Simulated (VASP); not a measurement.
# ZnSe(110): relaxation, ionisation energy and affinity, part 3 of 3

Aim: ionisation energy and electron affinity of ZnSe(110), from a slab and a bulk run lined up through core potentials.

VASP 6.6.1; PBE; plane waves and PAW (Zn, Se).

So far. Step 2 (Relaxing the bulk crystal): The run ended after 2 ionic steps, 0.010 eV below its first step, once forces and stress met EDIFFG = -0.02. Step 4 (Relaxing the slab): The run ended after 19 ionic steps, 0.985 eV below its first step, once the forces on the free atoms met EDIFFG = -0.03.

## 5. Vacuum level and density of states

A static run writes the electrostatic potential without exchange and correlation (LVHAR), which is flat in the vacuum and gives the level to count from. The dipole correction cancels the field that unlike faces would set up across the vacuum.

The input, INCAR:

```
SYSTEM = ZnSe
PREC = Normal
ENCUT = 320
EDIFF = 1E-06
NELM = 120
ISMEAR = 0
SIGMA = 0.03
LREAL = Auto
ALGO = Fast
GGA = PE
NBANDS = 100
LORBIT = 11
LWAVE = .FALSE.
LCHARG = .TRUE.
KPAR = 2
IDIPOL = 3
LDIPOL = .TRUE.
DIPOL = 0.5 0.5 0.5
LVHAR = .TRUE.
LVACPOTAV = .TRUE.
NEDOS = 1500
```

The input, POSCAR:

```
ZnSe
1.0
    4.0545351924      0.0000000000      0.0000000000
    0.0000000000      5.7339786582      0.0000000000
    0.0000000000      0.0000000000     32.2181407696
Zn Se
9 9
Direct
    0.0000000000      0.0569135799      0.2625891071
    0.5000000000      0.4837923787      0.3069069177
    0.0000000000      0.9920532079      0.3746824639
    0.5000000000      0.4919680607      0.4360354792
    0.0000000000      0.9961886024      0.5000000000
    0.5000000000      0.4919680607      0.5639645208
    0.0000000000      0.9920532079      0.6253175361
    0.5000000000      0.4837923787      0.6930930823
    0.0000000000      0.0569135799      0.7374108929
    0.0000000000      0.7363317625      0.3116065850
    0.5000000000      0.2559881230      0.2421450286
    0.0000000000      0.7431888966      0.4372968980
    0.5000000000      0.2436933158      0.3726743486
    0.0000000000      0.7431888966      0.5627031020
    0.5000000000      0.2459527474      0.5000000000
    0.0000000000      0.7363317625      0.6883934150
    0.5000000000      0.2436933158      0.6273256514
    0.5000000000      0.2559881230      0.7578549714
```

The input, KPOINTS:

```
Automatic mesh
0
Gamma
6 4 1
0 0 0
```

The input, KPOINTS_OPT:

```
Line mode
14
Line-mode
Reciprocal
  0.00000000   0.00000000   0.00000000 GAMMA
  0.50000000   0.00000000   0.00000000 X

  0.50000000   0.00000000   0.00000000 X
  0.50000000   0.50000000   0.00000000 S

  0.50000000   0.50000000   0.00000000 S
  0.00000000   0.50000000   0.00000000 Y

  0.00000000   0.50000000   0.00000000 Y
  0.00000000   0.00000000   0.00000000 GAMMA

  0.00000000   0.00000000   0.00000000 GAMMA
  0.50000000   0.50000000   0.00000000 S
```

PAW data sets: Zn and Se (PBE family, release 64).

On the command line:

```sh
$ mpirun -np 4 vasp_std
```

Log:

```text
[banner, memory and clock lines left out]
running    4 mpi-ranks, on    1 nodes
 distrk:  each k-point on    2 cores,    2 groups
 distr:  one band on    1 cores,    2 groups

 POSCAR found type information on POSCAR ZnSe
 POSCAR found :  2 types and      18 ions
 LDA part: xc-table for (Slater+PW92), standard interpolation
 POSCAR, INCAR and KPOINTS ok, starting setup
 FFT: planning ... GRIDC
 FFT: planning ... GRID_SOFT
 FFT: planning ... GRID
 WAVECAR not read
 entering main loop
       N       E                     dE             d eps       ncg     rms          rms(c)
DAV:   1     0.981954685605E+03    0.98195E+03   -0.54271E+04  2480   0.110E+03
DAV:   2     0.707187252011E+02   -0.91124E+03   -0.87271E+03  2672   0.293E+02
DAV:   3    -0.506691807245E+02   -0.12139E+03   -0.12036E+03  2676   0.114E+02
DAV:   4    -0.561692838839E+02   -0.55001E+01   -0.54719E+01  2752   0.223E+01
DAV:   5    -0.563000887384E+02   -0.13080E+00   -0.13069E+00  2736   0.313E+00    0.136E+01
RMM:   6    -0.535650139086E+02    0.27351E+01   -0.77235E+00  2543   0.106E+01    0.107E+01
RMM:   7    -0.533488751772E+02    0.21614E+00   -0.27923E+00  2599   0.558E+00    0.321E+00
RMM:   8    -0.533857954241E+02   -0.36920E-01   -0.47382E-01  2856   0.206E+00    0.132E+00
RMM:   9    -0.533632819729E+02    0.22513E-01   -0.10238E-01  2704   0.137E+00    0.734E-01
RMM:  10    -0.533619547536E+02    0.13272E-02   -0.23907E-02  2847   0.727E-01    0.181E-01
RMM:  11    -0.533629779047E+02   -0.10232E-02   -0.50947E-03  2787   0.208E-01    0.148E-01
RMM:  12    -0.533628796995E+02    0.98205E-04   -0.14666E-03  2882   0.165E-01    0.480E-02
RMM:  13    -0.533629000895E+02   -0.20390E-04   -0.22884E-04  3139   0.452E-02    0.485E-02
RMM:  14    -0.533629745830E+02   -0.74493E-04   -0.72254E-05  2775   0.312E-02    0.278E-02
RMM:  15    -0.533630037023E+02   -0.29119E-04   -0.43325E-05  2819   0.328E-02    0.410E-02
RMM:  16    -0.533630085379E+02   -0.48356E-05   -0.30072E-05  2771   0.120E-02    0.365E-02
RMM:  17    -0.533630090541E+02   -0.51622E-06   -0.37597E-06  2188   0.553E-03
|                                                                             |
|           W    W    AA    RRRRR   N    N  II  N    N   GGGG   !!!           |
|           W    W   A  A   R    R  NN   N  II  NN   N  G    G  !!!           |
|           W    W  A    A  R    R  N N  N  II  N N  N  G       !!!           |
|           W WW W  AAAAAA  RRRRR   N  N N  II  N  N N  G  GGG   !            |
|           WW  WW  A    A  R   R   N   NN  II  N   NN  G    G                |
|           W    W  A    A  R    R  N    N  II  N    N   GGGG   !!!           |
|                                                                             |
|     Did not find any points to average over, which means that no vacuum     |
|     field-free region was found. Please increase the size of  your cell     |
|     in the dimension of the dipole correction to obtain accurate            |
|     workfunction values.                                                    |
|                                                                             |

   1 F= -.53363009E+02 E0= -.53363009E+02  d E =-.513348E-11
 Start KPOINTS_OPT (optional k-point list driver)
k-point batch [1-12\70]
       N       E                     dE             ncg
DAV:   1    -0.167581216449E+04   -0.16982E+05     2440
DAV:   2    -0.125864620393E+05   -0.10911E+05     2672
DAV:   3    -0.140299261208E+05   -0.14435E+04     2668
DAV:   4    -0.140948630367E+05   -0.64937E+02     2736
DAV:   5    -0.140964286363E+05   -0.15656E+01     2776
DAV:   6    -0.140964742472E+05   -0.45611E-01     2752
DAV:   7    -0.140964759735E+05   -0.17263E-02     2776
DAV:   8    -0.140964760371E+05   -0.63554E-04     2744
DAV:   9    -0.140964760398E+05   -0.27827E-05     1960
DAV:  10    -0.140964760401E+05   -0.24326E-06     1648
[...]
k-point batch [61-70\70]
       N       E                     dE             ncg
DAV:   1    -0.978689534048E+03   -0.28168E+05     2072
DAV:   2    -0.100425498099E+05   -0.90639E+04     2236
DAV:   3    -0.111978518859E+05   -0.11553E+04     2236
DAV:   4    -0.112479302471E+05   -0.50078E+02     2336
DAV:   5    -0.112490817701E+05   -0.11515E+01     2320
DAV:   6    -0.112491153545E+05   -0.33584E-01     2320
DAV:   7    -0.112491166057E+05   -0.12512E-02     2328
DAV:   8    -0.112491166543E+05   -0.48586E-04     2296
DAV:   9    -0.112491166564E+05   -0.20900E-05     1728
DAV:  10    -0.112491166565E+05   -0.15839E-06     1504
```

Elapsed: 2.5 min, on 4 MPI ranks of Intel Xeon 6975P-C (Granite Rapids), shared host; peak memory 1.5 GiB.

From OUTCAR (step 5):

```text
   NELECT =     162.0000    total number of electrons

 E-fermi :  -1.5916

 k-point     1 :       0.0000    0.0000    0.0000
  band No.  band energies     occupation
    ...
     77      -1.9428      2.00000
     78      -1.9323      2.00000
     79      -1.8418      2.00000
     80      -1.7864      2.00000
     81      -1.7215      2.00000
     82      -0.2635      0.00000
     83       0.3893      0.00000
     84       1.0332      0.00000
     85       1.4036      0.00000
     86       1.5344      0.00000
    ...

  Total       -1.1813085     -0.5855669     -0.6029483      0.0000000      0.0000000      0.0000000
  in kB       -2.5268315     -1.2525338     -1.2897129      0.0000000      0.0000000      0.0000000
  external PRESSURE =      -1.6896927 kB  Pullay stress =       0.0000000 kB

 POSITION                                       TOTAL-FORCE (eV/Angst)
 -----------------------------------------------------------------------------------
      0.00000      0.32634      8.46013         0.000000      0.012389     -0.000146
      2.02727      2.77406      9.88797         0.000000      0.009893      0.010022
      0.00000      5.68841     12.07157         0.000000     -0.015165     -0.003580
      2.02727      2.82093     14.04825        -0.000000      0.006373      0.021625
      0.00000      5.71212     16.10907         0.000000     -0.002405     -0.000000
      2.02727      2.82093     18.16989        -0.000000      0.006373     -0.021625
      0.00000      5.68841     20.14657         0.000000     -0.015165      0.003580
      2.02727      2.77406     22.33017         0.000000      0.009893     -0.010022
      0.00000      0.32634     23.75801         0.000000      0.012389      0.000146
      0.00000      4.22211     10.03938         0.000000      0.008788      0.001248
      2.02727      1.46783      7.80146         0.000000     -0.012234      0.010214
      0.00000      4.26143     14.08889        -0.000000     -0.015888     -0.012977
      2.02727      1.39733     12.00687         0.000000      0.007770      0.014803
      0.00000      4.26143     18.12925        -0.000000     -0.015888      0.012977
      2.02727      1.41029     16.10907         0.000000     -0.001450     -0.000000
      0.00000      4.22211     22.17876        -0.000000      0.008788     -0.001248
      2.02727      1.39733     20.21127         0.000000      0.007770     -0.014803
      2.02727      1.46783     24.41668         0.000000     -0.012234     -0.010214
 -----------------------------------------------------------------------------------
    total drift:                                0.000000      0.004670      0.000052

  FREE ENERGIE OF THE ION-ELECTRON SYSTEM (eV)
  ---------------------------------------------------
  free  energy   TOTEN  =       -53.3630090541 eV

  energy  without entropy=      -53.3630090541  energy(sigma->0) =      -53.36300905

 vacuum level on the upper side and lower side of the slab         3.952         3.952

[... 8 parts as in an earlier step ...]

[... 10 further parts left out ...]
```

Numbers from this step:

```yaml
electronic_cycles: 17
fermi_energy: -1.592 eV
least_gap_on_mesh_and_path: 1.458 eV
least_direct_gap_on_mesh_and_path: 1.458 eV
vacuum_levels: 3.952, 3.952 eV
ionisation_potentials_of_the_upper_and_lower_face: 5.673, 5.673 eV
electron_affinities_of_the_upper_and_lower_face: 4.215, 4.215 eV
```

The electronic bands at the labelled points (eV, zero at the valence-band top; v1 is the highest filled band, c1 the lowest empty one):

| point | v4 | v3 | v2 | v1 | c1 | c2 | c3 | c4 |
| --- | --- | --- | --- | --- | --- | --- | --- | --- |
| Γ | -0.21 | -0.12 | -0.06 | 0.00 | 1.46 | 2.11 | 2.75 | 3.13 |
| X | -1.36 | -1.03 | -0.99 | -0.83 | 2.66 | 2.78 | 3.38 | 3.48 |
| S | -0.98 | -0.94 | -0.72 | -0.70 | 2.58 | 2.79 | 3.03 | 3.61 |
| Y | -0.77 | -0.75 | -0.64 | -0.63 | 2.58 | 2.59 | 2.83 | 2.90 |
| Γ | -0.21 | -0.12 | -0.06 | 0.00 | 1.46 | 2.11 | 2.75 | 3.13 |
| S | -0.98 | -0.94 | -0.72 | -0.70 | 2.58 | 2.79 | 3.03 | 3.61 |

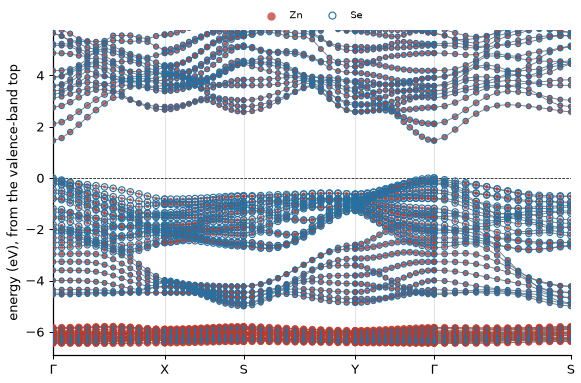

Electronic bands along the path; dots are coloured as in the legend, and their area grows with the weight.

The planar average of the electrostatic potential oscillates, so the rows of the table below give means over windows of 2.12 Å about each position, cut where the curve ends. Its maxima inside the range that stand out by 2 % of the span (Å: eV): 8.8: 0.609, 11.0: 1.68, 13.1: 1.60, 15.1: 1.66, 17.1: 1.66, 19.1: 1.60, 21.3: 1.68, 23.4: 0.609. Its minima: 8.1: -2.91, 10.0: -3.79, 12.1: -3.51, 14.1: -3.55, 16.1: -3.52, 18.1: -3.55, 20.1: -3.51, 22.3: -3.79, 24.2: -2.91.

Zero at the Fermi level. Planar average of the electrostatic potential against height; means over each step:

| height (Å) | planar average of the electrostatic potential (eV) |
| --- | --- |
| 1.06 | 5.55 |
| 3.18 | 5.55 |
| 5.30 | 5.49 |
| 7.42 | 0.518 |
| 9.54 | -1.78 |
| 11.66 | -1.35 |
| 13.78 | -1.35 |
| 15.90 | -1.31 |
| 18.02 | -1.31 |
| 20.14 | -1.26 |
| 22.26 | -1.70 |
| 24.38 | -0.397 |
| 26.50 | 5.35 |
| 28.62 | 5.55 |
| 30.74 | 5.55 |

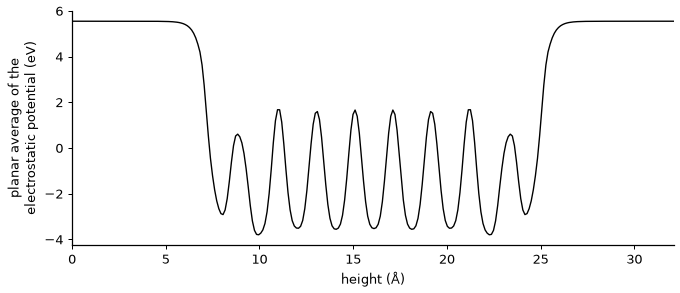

Planar average of the electrostatic potential against height.

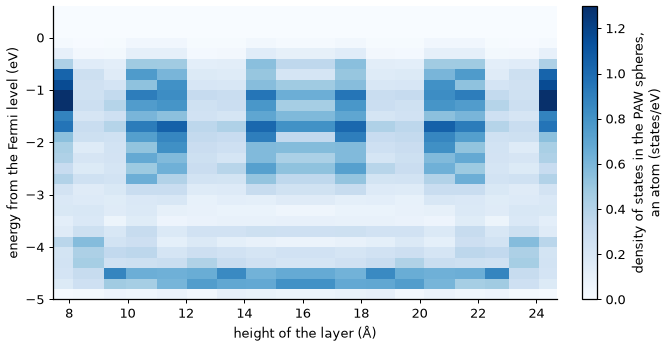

Density of states in the PAW spheres, an atom over height of the layer and energy from the Fermi level.

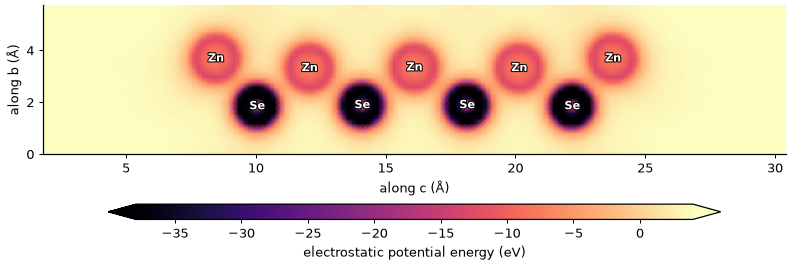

Electrostatic potential energy in the cb plane at fractional x = 0.000, with atoms of Zn and Se within 0.2 Å of it. With pseudopotentials it is smooth inside the atoms' cores, unlike the true potential. The map starts off the cell's origin, so that atoms lie inside it. The far vacuum is left out of the map.

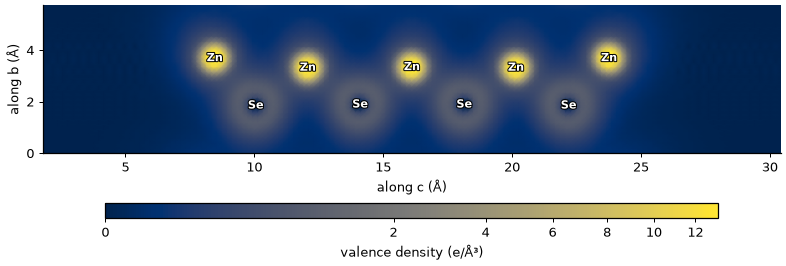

Valence density in the cb plane at fractional x = 0.000, with atoms of Zn and Se within 0.2 Å of it. It is the smooth field of the valence electrons, not physical close to the nuclei. The map starts off the cell's origin, so that atoms lie inside it. The colour scale is stretched toward low values. The far vacuum is left out of the map.

The map of layer states is cut here 0.5 eV above the Fermi level, so it leaves out the states above that, and it starts at -5 eV, leaving out a taller peak below that would set the scale.

The vacuum level lies 5.67 eV above the highest filled level at the upper face; both faces agree, as the slab has next to no dipole.

The program found no field-free point at its default tolerance, but its printed level agrees with the flat part of the planar average.

## 6. Lining up bulk and slab

This step: band edges against the vacuum, PBE; plane waves and PAW (VASP 6.6.1).

Derived from the runs above.

Numbers from this step:

```yaml
ionisation_energy: 5.658 eV
offset_spread: 0.01040 eV
bulk_gap: 1.146 eV
slab_gap: 1.458 eV
electron_affinity: 4.512 eV
buckling: 0.6587 Å
tilt: 29.99 degree
surface_energy_relaxed: 0.3183 J/m²
```

The averaged core potentials of the four middle atoms lie -3.029 eV from those of the bulk run. The bulk valence top (1.323 eV), moved by that offset, is taken from the upper vacuum level (3.952 eV).

## 7. Outcome

```yaml
ionisation_energy: 5.66 eV
electron_affinity: 4.51 eV
buckling: 0.659 Å
surface_energy_relaxed: 0.318 J/m²
```

In words: The bulk valence-band top lies 5.66 eV below the vacuum of ZnSe(110), and the conduction-band bottom 4.51 eV. The top layer buckles by 0.66 Å, a tilt of 30°, with Se outermost, as the anion takes the dangling-bond electrons and the cation flattens towards sp². The surface costs 0.32 J/m². The slab's least gap is 1.46 eV, against 1.15 eV in the bulk. Confinement widens it, surface states can narrow it, and the two gaps need not lie at the same wave vector; the faces' own affinities count to the slab's lowest empty state. The offsets of the four middle atoms spread by 0.01 eV; a shift common to all four would not show in it. One thickness was run. Semilocal band edges put the valence top too high and the gap too small. Spin-orbit coupling, left out here, would raise the valence top further.

[Lines on the potential files, build, host, timing and source positions are cut from VASP's logs without a mark.]

[Logs are printed without paths, hosts, clocks, repeated set-up lines and the standing remarks that a program may print on its own settings, such as how far it seeks lower states.]

[Hosts, paths, dates, database ids (printed as entryN), source tags and the programs' standing remarks are cut or masked in the printed files.]

[Runs that stopped without an error message from VASP are left out.]
